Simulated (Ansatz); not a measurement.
Zr₈O₁₅: geometry relaxation (part 3 of 3)

The same run, continued: Zr₈O₁₅ (defect cell, 23 atoms in the cell); DFT PBE, scalar-relativistic, plane waves, PAW, spin-polarised (Ansatz 0.2.0); cutoff 420 eV, 2×2×2 k-mesh, Gaussian smearing of 0.02 eV, collinear spins. The structure derives from a Materials Project entry. It belongs to a series of runs on one base structure; here: V_O, charge +0, atoms relaxed at the host's cell.

Geometry of the input (Å; fractional positions):
```
-4.2974  0.0000  -5.2918
5.1896  5.2421  -0.0120
5.1896  -5.2421  -0.0120
Zr 0.2127  0.4451  0.4958
Zr 0.2100  0.9452  0.9890
Zr 0.7100  0.4890  0.9452
Zr 0.7100  0.9890  0.4452
Zr 0.2944  0.0140  0.5558
Zr 0.2900  0.5110  0.0548
Zr 0.7900  0.0548  0.0110
Zr 0.7930  0.5605  0.5019
O  0.1500  0.1943  0.0207
O  0.6500  0.0207  0.6943
O  0.6500  0.5207  0.1943
O  0.9755  0.3907  0.1339
O  0.9755  0.8907  0.6339
O  0.5245  0.3661  0.6093
O  0.5245  0.8661  0.1093
O  0.4755  0.1339  0.8907
O  0.4755  0.6339  0.3907
O  0.0245  0.1093  0.3661
O  0.0245  0.6093  0.8661
O  0.3500  0.4793  0.8057
O  0.3500  0.9793  0.3057
O  0.8500  0.8057  0.9793
O  0.8500  0.3057  0.4793
```

## Output, continued
```
  k-point 3 ↓: bands = ["-37.8031", "-37.7553", "-37.7346", "-37.7192", "-37.6900", "-37.5863", "-37.4709", "-37.2974", "-16.2863", "-16.2414", "-16.2273", "-16.1982", "-16.1623", "-16.1355", "-16.0153", "-15.9169", "-15.8839", "-15.8528", "-15.8226", "-15.7870", "-15.7387", "-15.7235", "-15.7043", "-15.6769", "-15.6552", "-15.6389", "-15.6148", "-15.5756", "-15.5211", "-15.4703", "-15.3868", "-15.2453", "-7.3975", "-6.9153", "-6.8415", "-6.6530", "-6.6149", "-6.5373", "-6.5137", "-6.4130", "-6.0046", "-5.9811", "-5.9445", "-5.8928", "-5.8351", "-5.7773", "-5.7472", "5.1059", "5.2029", "5.4333", "5.5467", "5.6123", "5.7521", "5.9240", "5.9728", "6.0377", "6.1027", "6.1457", "6.2962", "6.5171", "6.5453", "6.7081", "6.7656", "6.9480", "7.0085", "7.0731", "7.2606", "7.3525", "7.4162", "7.5808", "7.6017", "7.6881", "7.7935", "7.8531", "7.9890", "8.0519", "8.2220", "8.2733", "8.3104", "8.4543", "8.4860", "8.5517", "8.6564", "8.7854", "8.8210", "8.8547", "8.9903", "9.0696", "9.1716", "9.2437", "9.2791", "9.6084", "12.5129", "13.7618", "13.8303", "13.9845", "14.0762", "14.2544", "14.3381", "14.5241", "14.5757", "14.7049", "14.8629", "15.0131", "15.0856", "15.1413", "15.2746", "15.3684", "15.4748", "15.6784", "15.7479", "15.8434", "15.9099", "16.0840", "16.2124", "16.2919", "16.3993", "16.5035"]
--- Relaxed structure (5 steps of the walk, 5 accepted, 0 SCFs on fresh bases) ---
  F+E_penalty+E_count = -42021.23118516 eV   max|allowed force component| = 2.548e-2 eV/Å
  atoms:
    - { symbol: Zr, position: [0.21094967465207487, 0.4456169611156353, 0.4895871794854677] }
    - { symbol: Zr, position: [0.2114573057556428, 0.9451189524478021, 0.989101142363711] }
    - { symbol: Zr, position: [0.7122801527739436, 0.49169098807380945, 0.9465663026293742] }
    - { symbol: Zr, position: [0.7107876522150061, 0.9887536661653055, 0.4439964135144326] }
    - { symbol: Zr, position: [0.28805741520235684, 0.009393098088745902, 0.554788354851937] }
    - { symbol: Zr, position: [0.29030193949017075, 0.5122295434703406, 0.05610897352719653] }
    - { symbol: Zr, position: [0.7890408055640429, 0.05426729109725409, 0.009395841156333351] }
    - { symbol: Zr, position: [0.7879374529977008, 0.5518653046203847, 0.5106535414212934] }
    - { symbol: O, position: [0.14715084265328027, 0.1940376852124487, 0.013045390636728889] }
    - { symbol: O, position: [0.6395469204809462, 0.009203432733968564, 0.6899418135463142] }
    - { symbol: O, position: [0.6526382279998585, 0.5232201121561325, 0.19698167959134696] }
    - { symbol: O, position: [0.9749014054348932, 0.389019822725489, 0.13373178299493577] }
    - { symbol: O, position: [0.9796800060332553, 0.8852591688071012, 0.6259642691033651] }
    - { symbol: O, position: [0.5278722048137157, 0.3668149751914571, 0.6141891578930476] }
    - { symbol: O, position: [0.5272242096613465, 0.8687213547630735, 0.11206544120940887] }
    - { symbol: O, position: [0.47509620546242376, 0.13329266694310915, 0.8901775774505818] }
    - { symbol: O, position: [0.4714595025940564, 0.6377268027222315, 0.390800858538765] }
    - { symbol: O, position: [0.025812696366704007, 0.11115854845943043, 0.36684741368243934] }
    - { symbol: O, position: [0.027246825472245013, 0.6110886382593063, 0.8703199893812342] }
    - { symbol: O, position: [0.35454860970703617, 0.4901693911111794, 0.8067208662577384] }
    - { symbol: O, position: [0.3477925914565048, 0.9774490443072419, 0.3058248976504978] }
    - { symbol: O, position: [0.8530638195445442, 0.8081744358094726, 0.9801279800099579] }
    - { symbol: O, position: [0.8552253569682526, 0.31003576751908024, 0.4810580443038914] }
--- Löwdin populations: 23 sites ---
  site symbol       q [e]    m [muB]
     0     Zr     10.7640     0.0000
     1     Zr     10.5579    -0.0000
     2     Zr     10.5667     0.0000
     3     Zr     10.5530     0.0000
     4     Zr     10.7471    -0.0000
     5     Zr     10.5515     0.0000
     6     Zr     10.5560    -0.0000
     7     Zr     10.7749     0.0000
     8      O      6.6546     0.0000
     9      O      6.6457    -0.0000
    10      O      6.6449    -0.0000
    11      O      6.6998    -0.0000
    12      O      6.6853     0.0000
    13      O      6.7088     0.0000
    14      O      6.6915    -0.0000
    15      O      6.7003     0.0000
    16      O      6.7018     0.0000
    17      O      6.6940     0.0000
    18      O      6.6922    -0.0000
    19      O      6.6464     0.0000
    20      O      6.6453     0.0000
    21      O      6.6431     0.0000
    22      O      6.6375    -0.0000
  spilling = 0.004505 (of n_electrons = 186.000000)
```

## Trajectory as extended XYZ (Å, eV, eV/Å), 5 frames, from step=1 to step=5
```
23
Lattice="-4.2974 0.0000 -5.2918 5.1896 5.2421 -0.0120 5.1896 -5.2421 -0.0120" Properties=species:S:1:pos:R:3:forces:R:3 step=1 energy=-42021.05599
Zr    3.9686   -0.2656   -1.1369   -0.7712   0.4583   0.2287
Zr    9.1354   -0.2296   -1.1346   -0.3340  -0.0719   0.1159
Zr    4.3919   -2.3915   -3.7745   -0.5621   0.2859  -0.4422
Zr    4.3919    2.8506   -3.7745   -0.2243   0.1738  -0.0482
Zr    1.6917   -2.8404   -1.5646    0.2492   0.1291   0.2029
Zr    1.6898    2.3915   -1.5412    0.5338  -0.0141   0.4385
Zr   -3.0537    0.2296   -4.1811    0.1737  -0.1443  -0.0590
Zr    2.1058    0.3076   -4.2088    0.5614  -1.4293   0.2679
O     0.4711    0.9103   -0.7963   -0.0670   0.0574  -0.0382
O     0.9171   -3.5313   -3.4482   -0.0908  -0.0285   0.3244
O     0.9171    1.7108   -3.4482   -0.2629   0.3281  -0.0468
O    -1.4701    1.3459   -5.1686    0.0134  -0.0279   0.0053
O     3.7195    1.3459   -5.1805   -0.5350   0.2003  -0.3625
O     2.8083   -1.2751   -2.7871    0.0855  -0.0582  -0.1753
O     2.8083    3.9670   -2.7871    0.0426  -0.0488  -0.0565
O     3.2734   -3.9670   -2.5287   -0.0104  -0.0050   0.0130
O     3.2734    1.2751   -2.5287    0.2907   0.1724   0.1843
O     2.3622   -1.3459   -0.1352    0.0606  -0.1052  -0.0765
O     7.5518   -1.3459   -0.1472    0.0748  -0.1061  -0.1634
O     5.1646   -1.7108   -1.8675    0.2533   0.0014  -0.0104
O     5.1646    3.5313   -1.8675    0.1564  -0.3191   0.0936
O     5.6106   -0.9103   -4.5194    0.0794   0.0373   0.0331
O     0.4211   -0.9103   -4.5074    0.2829   0.5146  -0.4287
23
Lattice="-4.2974 0.0000 -5.2918 5.1896 5.2421 -0.0120 5.1896 -5.2421 -0.0120" Properties=species:S:1:pos:R:3:forces:R:3 step=2 energy=-42021.17247
Zr    3.9298   -0.2443   -1.1442    0.3506   0.2361   0.2855
Zr    9.1169   -0.2306   -1.1313    0.0278   0.0765  -0.1430
Zr    4.3953   -2.3885   -3.7940    0.3181  -0.1501   0.1820
Zr    4.3939    2.8757   -3.7971   -0.1410  -0.0882   0.1806
Zr    1.6897   -2.8387   -1.5509   -0.0584  -0.4149   0.3207
Zr    1.7084    2.3882   -1.5356   -0.1847   0.0887  -0.1991
Zr   -3.0551    0.2345   -4.1805   -0.1107  -0.0329   0.1599
Zr    2.1504    0.2300   -4.1512   -0.2837  -0.0179  -0.5423
O     0.4542    0.9234   -0.7965    0.0207   0.0467   0.0132
O     0.8879   -3.5528   -3.4080    0.0229   0.0214  -0.1105
O     0.9395    1.7041   -3.4672   -0.1263   0.1372   0.0830
O    -1.4727    1.3439   -5.1646   -0.0341  -0.0890  -0.1049
O     3.6577    1.3620   -5.1947   -0.0805   0.0140  -0.0833
O     2.8287   -1.3220   -2.7742   -0.1991   0.3613  -0.3107
O     2.8092    3.9662   -2.7967    0.1057   0.0673  -0.0443
O     3.2700   -3.9607   -2.5275    0.0543  -0.1450  -0.0386
O     3.3192    1.3152   -2.5193   -0.0235  -0.3426   0.1841
O     2.3500   -1.3409   -0.1417    0.0960   0.1001   0.0089
O     7.5620   -1.3649   -0.1583    0.0384   0.0709   0.1653
O     5.1892   -1.6727   -1.8791    0.1787  -0.1164  -0.0637
O     5.1440    3.4996   -1.8479    0.0398   0.1301  -0.0321
O     5.6150   -0.9032   -4.5230   -0.1004   0.0323  -0.0611
O     0.4309   -0.8815   -4.5504    0.0894   0.0148   0.1507
23
Lattice="-4.2974 0.0000 -5.2918 5.1896 5.2421 -0.0120 5.1896 -5.2421 -0.0120" Properties=species:S:1:pos:R:3:forces:R:3 step=3 energy=-42021.21847
Zr    3.9469   -0.2418   -1.1314    0.0276   0.1286   0.0631
Zr    9.1202   -0.2275   -1.1358    0.0950   0.0017  -0.0613
Zr    4.3946   -2.3866   -3.7902    0.1109  -0.0305   0.1131
Zr    4.3863    2.8647   -3.7858   -0.0496  -0.0413   0.1244
Zr    1.6924   -2.8460   -1.5448   -0.0225  -0.1359   0.1454
Zr    1.7108    2.3899   -1.5395   -0.1219  -0.0406  -0.0738
Zr   -3.0585    0.2320   -4.1779   -0.0586   0.0147   0.0062
Zr    2.1340    0.2354   -4.1781   -0.0700  -0.1913  -0.0774
O     0.4565    0.9278   -0.7958   -0.0318   0.0241   0.0218
O     0.8892   -3.5527   -3.4071    0.0016  -0.0105  -0.0546
O     0.9330    1.7098   -3.4684   -0.0421   0.1048   0.0376
O    -1.4747    1.3417   -5.1655   -0.0013  -0.0259  -0.0424
O     3.6540    1.3604   -5.2001   -0.0797   0.0366  -0.0774
O     2.8196   -1.2991   -2.7866   -0.0367   0.0587  -0.1813
O     2.8132    3.9690   -2.7959    0.0810  -0.0380  -0.0187
O     3.2720   -3.9663   -2.5312    0.0130  -0.0334   0.0090
O     3.3110    1.2894   -2.5148    0.0176   0.0194   0.0546
O     2.3608   -1.3399   -0.1385    0.0333   0.0072   0.0078
O     7.5661   -1.3618   -0.1567    0.0001   0.0322   0.0394
O     5.1993   -1.6723   -1.8802    0.0597  -0.0533  -0.0432
O     5.1535    3.5052   -1.8478   -0.0336   0.0659  -0.0120
O     5.6079   -0.8992   -4.5249   -0.0015   0.0473  -0.0309
O     0.4261   -0.8904   -4.5367    0.1094   0.0597   0.0505
23
Lattice="-4.2974 0.0000 -5.2918 5.1896 5.2421 -0.0120 5.1896 -5.2421 -0.0120" Properties=species:S:1:pos:R:3:forces:R:3 step=4 energy=-42021.23007
Zr    3.9487   -0.2294   -1.1251   -0.0167  -0.0278  -0.0243
Zr    9.1274   -0.2287   -1.1422    0.0069  -0.0434   0.0246
Zr    4.4007   -2.3832   -3.7862    0.0337  -0.0143   0.0001
Zr    4.3792    2.8578   -3.7767    0.0252  -0.0278  -0.0276
Zr    1.6878   -2.8625   -1.5305    0.0016   0.0339  -0.0209
Zr    1.7027    2.3891   -1.5457   -0.0096   0.0152   0.0305
Zr   -3.0587    0.2350   -4.1795   -0.0254   0.0015   0.0151
Zr    2.1286    0.2143   -4.1810    0.0191   0.0278  -0.0056
O     0.4456    0.9433   -0.7877    0.0110  -0.0071   0.0064
O     0.8873   -3.5563   -3.4053    0.0015  -0.0135   0.0256
O     0.9355    1.7117   -3.4636    0.0052   0.0039  -0.0122
O    -1.4722    1.3390   -5.1666   -0.0266  -0.0131  -0.0080
O     3.6360    1.3625   -5.2011   -0.0327  -0.0438  -0.0178
O     2.8225   -1.2971   -2.8062   -0.0167   0.0064   0.0282
O     2.8233    3.9655   -2.8036   -0.0301   0.0232   0.0322
O     3.2698   -3.9703   -2.5283   -0.0092   0.0131   0.0193
O     3.3169    1.2942   -2.5050   -0.0221  -0.0031  -0.0230
O     2.3659   -1.3414   -0.1405    0.0181   0.0139  -0.0229
O     7.5692   -1.3612   -0.1597    0.0072   0.0251  -0.0348
O     5.2011   -1.6675   -1.8865    0.0251   0.0122   0.0008
O     5.1589    3.5140   -1.8500    0.0273   0.0059   0.0093
O     5.6096   -0.8945   -4.5296    0.0084   0.0032  -0.0105
O     0.4285   -0.8924   -4.5331   -0.0009   0.0087   0.0157
23
Lattice="-4.2974 0.0000 -5.2918 5.1896 5.2421 -0.0120 5.1896 -5.2421 -0.0120" Properties=species:S:1:pos:R:3:forces:R:3 step=5 energy=-42021.23118
Zr    3.9468   -0.2305   -1.1275    0.0125   0.0108   0.0037
Zr    9.1290   -0.2306   -1.1422    0.0086  -0.0134  -0.0019
Zr    4.4029   -2.3845   -3.7865    0.0094  -0.0057  -0.0051
Zr    4.3808    2.8557   -3.7785    0.0011   0.0086   0.0098
Zr    1.6899   -2.8590   -1.5311   -0.0076  -0.0154   0.0102
Zr    1.7019    2.3910   -1.5430   -0.0089  -0.0083  -0.0022
Zr   -3.0605    0.2352   -4.1762    0.0013  -0.0021  -0.0006
Zr    2.1279    0.2160   -4.1823   -0.0114   0.0076   0.0069
O     0.4423    0.9488   -0.7812    0.0004   0.0073  -0.0021
O     0.8798   -3.5685   -3.3927   -0.0066   0.0043  -0.0255
O     0.9329    1.7102   -3.4622    0.0012  -0.0010   0.0073
O    -1.4767    1.3382   -5.1652   -0.0033   0.0009  -0.0056
O     3.6325    1.3592   -5.2023    0.0023   0.0045  -0.0023
O     2.8225   -1.2968   -2.8051   -0.0035  -0.0064  -0.0067
O     2.8241    3.9665   -2.8017   -0.0064   0.0012  -0.0048
O     3.2697   -3.9677   -2.5264    0.0019   0.0033   0.0041
O     3.3115    1.2944   -2.5072   -0.0037   0.0068   0.0079
O     2.3697   -1.3403   -0.1423   -0.0075  -0.0051   0.0049
O     7.5708   -1.3589   -0.1619    0.0008   0.0028  -0.0046
O     5.2066   -1.6594   -1.8917    0.0103  -0.0077   0.0061
O     5.1650    3.5207   -1.8558    0.0017   0.0034  -0.0014
O     5.6145   -0.9014   -4.5356    0.0018   0.0062  -0.0017
O     0.4302   -0.8965   -4.5351    0.0055  -0.0026   0.0037
```

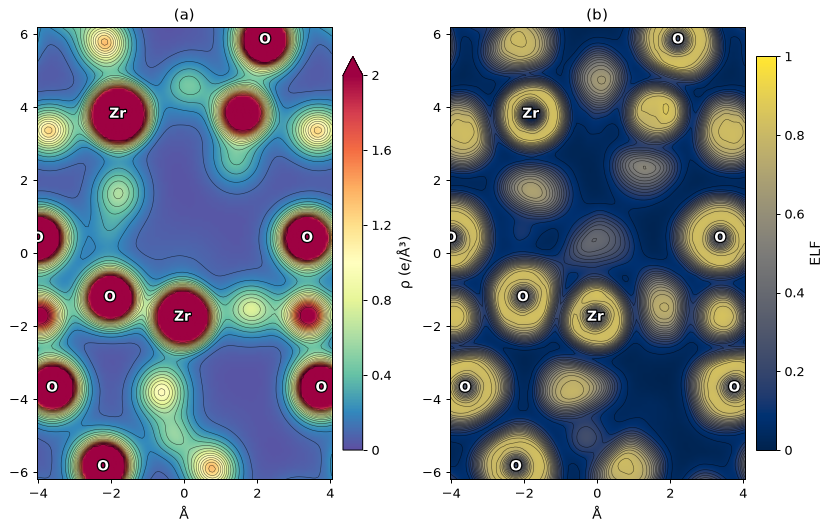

(a) valence pseudo-density; (b) ELF on the (101) plane of the calculation cell. Atoms in the plane: Zr and O. Zr–O (2.06 Å): the density is about 0.75 e/Å³ at the midpoint; the ELF peaks at about 0.85 in the valence shell of O, 0.6 Å from its nucleus, and drops to about 0.25 between the two atoms. Away from the nuclei the density in this plane falls to 0.02 e/Å³ at its lowest. The strong features right at Zr lie inside the PAW spheres (semicore, d or f shells) and say nothing about bonding. In a PAW calculation such maps are meaningful between the atoms, not at the nuclei.

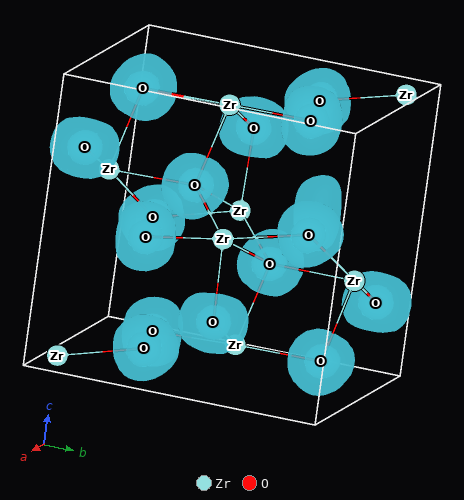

Isosurface of the electron localisation function at 0.75 (cyan), seen slightly off an axis. Only the valence region is drawn (cores and ρ < 0.01 e/Å³ removed). Sticks mark near contacts. The outline is the calculation cell. Values along the shortest contacts: Zr–O (2.04 Å): the ELF peaks at about 0.85 in the valence shell of O, 0.6 Å from its nucleus, and drops to about 0.25 between the two atoms. Zr–O (2.08 Å): the ELF peaks at about 0.85 in the valence shell of O, 0.6 Å from its nucleus, and drops to about 0.20 between the two atoms.

## Summary

```json
{"quantity": "outcome", "value": "converged"}
{"quantity": "electrons treated", "value": "186"}
{"quantity": "free energy", "value": "−42021.2312 eV"}
{"quantity": "Fermi energy", "value": "13.143 eV"}
{"quantity": "gap on the k-point mesh", "value": "0.78 eV"}
{"quantity": "net moment of the cell", "value": "0.00 μB"}
{"quantity": "integrated absolute moment", "value": "0.00 μB"}
{"quantity": "final volume", "value": "288.46 Å³"}
{"quantity": "largest force (length of the vector) at the end", "value": "0.027 eV/Å"}
{"quantity": "hardware", "value": "8 threads of Arm Neoverse V1, 24 GiB of memory available, shared host"}
{"quantity": "wall time", "value": "45 s (CPU time 5.8 min)"}
{"quantity": "peak memory", "value": "1.5 GiB"}
```

The program warns: some starting moments were not kept.
